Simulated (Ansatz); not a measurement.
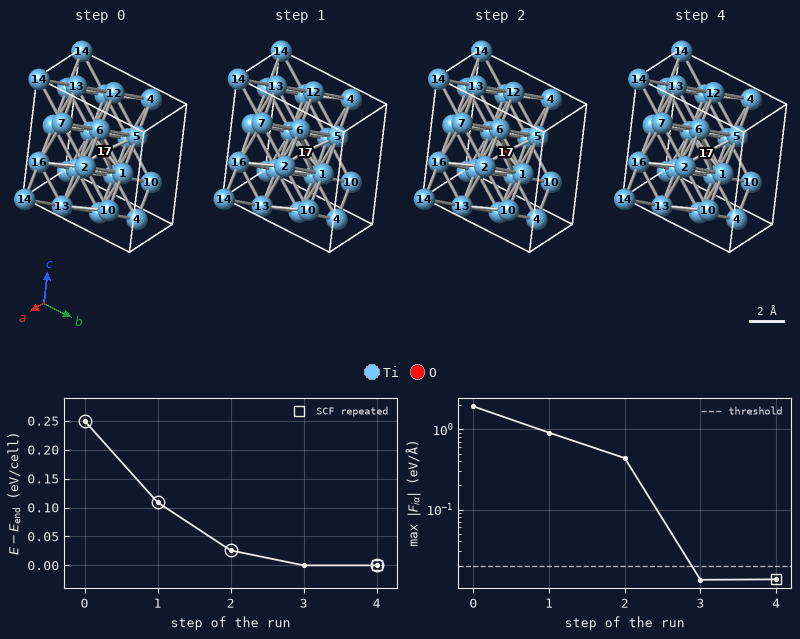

Frames of a relaxation of a defect cell of composition Ti$_{16}$O, marked on the history of the run. The picture is a ball-and-stick view of the cell of the calculation (origin shifted), seen slightly off an axis.

Case: O interstitial, charge +0, atoms relaxed.

All numbers below come from DFT PBE, scalar-relativistic, plane waves, PAW (Ansatz). (plane-wave cutoff 420 eV; k-point mesh 4 × 4 × 4; occupations gaussian; smearing width 0.1 eV; mesh shifted by (0.5, 0.5, 0.5); no spin polarisation; atoms relaxed in a fixed cell; force threshold 0.02 eV/Å; at most 60 steps)

What happens along the run?

Over 3 accepted moves (4 points after the start) the energy falls by 0.250 eV per cell of the calculation. The largest force component goes from 1.9 to 0.013 eV/Å. 1 step only repeated the SCF at the same geometry. The O atom moves most: 0.16 Å roughly along [1 3 0]. Largest moves by element: O 0.16 Å, Ti 0.04 Å. The cell stays as it was. Some distances before and after: O–Ti 1.927 → 2.087 Å, O–Ti 1.970 → 2.087 Å, O–Ti 2.190 → 2.087 Å, O–Ti 2.006 → 2.087 Å. Bond angles that change, for instance: Ti–O–Ti 171.1° → 179.9°, Ti–O–Ti 172.0° → 179.9°, Ti–O–Ti 96.5° → 90.1°. The run took 3.5 min on 4 threads of Arm Neoverse V1, with other jobs on the host, peak memory 1.5 GiB. From step 0 to 1: Ti and O atoms move most (0.07 Å), energy −0.141 eV per cell of the calculation. From step 1 to 2: a Ti atom moves most (0.05 Å), energy −83.1 meV per cell of the calculation. From step 2 to 4: the O atom moves most (0.06 Å), energy −25.9 meV per cell of the calculation.

```tsv
step	E − E(0), meV/atom	largest force component, eV/Å	note
0	0.00	1.9378	
1	-8.30	0.9110	
2	-13.18	0.4388	
3	-14.71	0.0133	
4	-14.71	0.0135	same geometry, SCF repeated
```

Limits of the set-up: the periodic images lie only 7.1 Å apart, so the values are limited by the cell's size.
